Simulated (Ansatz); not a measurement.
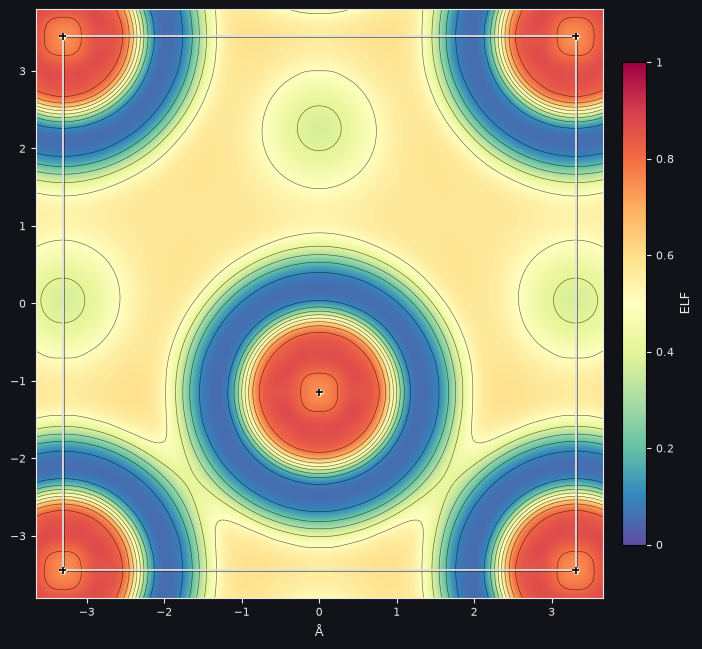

The ELF on a plane through atoms (crosses mark nuclei in the plane).

The calculation used Ansatz 0.2.0, DFT PBEsol, scalar-relativistic, plane waves, PAW.

Candidates:
A. Ca, a = 3.98 Å, b = 3.98 Å, c = 6.62 Å, α = 90.00°, β = 90.00°, γ = 120.00°. Space group P6₃/mmc; changed on purpose from its base cell (strain +0.000 along x and y, +0.015 along z, atoms carried along).
B. Os, a = 2.79 Å, b = 2.79 Å, c = 4.01 Å, α = 90.00°, β = 90.00°, γ = 90.00°. Space group I4/mmm; changed on purpose from its base cell (strain +0.015 along x and y, +0.030 along z, atoms carried along); computed pressure about −37 GPa in this cell; computed without spin polarisation.
C. Sr, a = 4.37 Å, b = 4.37 Å, c = 7.05 Å, α = 90.00°, β = 90.00°, γ = 120.00°. Space group P6₃/mmc; changed on purpose from its base cell (strain +0.0150 x Voigt [1, 1, 0, 0, 0, 0], atoms carried along).

Which system is this?

Answer. Candidate A: Ca on the (110) plane of the conventional cell, which holds Ca. Ca–Ca (4.03 Å): the ELF is about 0.40 at the midpoint; no shared electron pair shows on this line.
